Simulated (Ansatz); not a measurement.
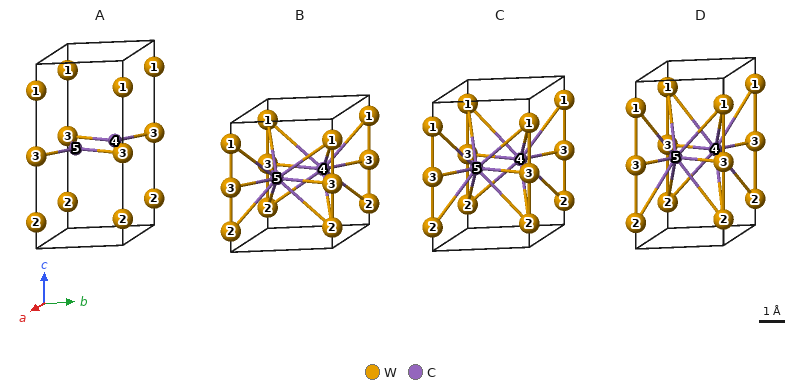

4 geometries from one relaxation of solid W$_{3}$C$_{2}$ (a generated structure, set up in P6/mmm) (coarse preliminary run), in shuffled order. A ball-and-stick model of the cell of the calculation, seen slightly off an axis.

Method: DFT PBE, scalar-relativistic, plane waves, PAW (Ansatz). Set-up: plane-wave cutoff 420 eV; k-point mesh 6 × 6 × 4; occupations gaussian; smearing width 0.1 eV; no spin polarisation; cell and atoms relaxed; force threshold 0.04 eV/Å; at most 70 steps.

> Order the frames from highest to lowest energy.

B, C, D, A. They are steps 0, 3, 6, 15, at +4360 meV per atom, +1168 meV per atom, +188 meV per atom relative to the last. Over 13 accepted moves (15 points after the start) the energy falls by 4360 meV per atom. The largest force component goes from 6.6 to 0.031 eV/Å. The pressure goes from 99.58 to 0.09 GPa. The SCF was repeated twice at an unchanged geometry on a basis and grid sized afresh for the cell, which shifted the energy by 89.7 meV per atom at most. The largest moves relative to the cell, 0.14 Å, are those of W1 and W2. W2 goes along −c. C stays in place. Cell: a = b 4.201 → 3.582 Å (−14.7 %), c 5.456 → 7.790 Å (+42.8 %). Volume +3.8 %. Some distances before and after: W1–W3 1.852 → 2.781 Å, W1–W2 1.752 → 2.228 Å, W1–C4 3.052 → 3.466 Å, W3–C4 2.426 → 2.068 Å. Bonds break, among them: W1–W3 (1.85 → 2.78 Å), W2–W3 (1.85 → 2.78 Å). The space group stays P6/mmm (No. 191). The run took 18 s on 1 thread of AMD EPYC 9R45 96-Core Processor (Zen 5), on a shared host, peak memory 0.44 GiB.
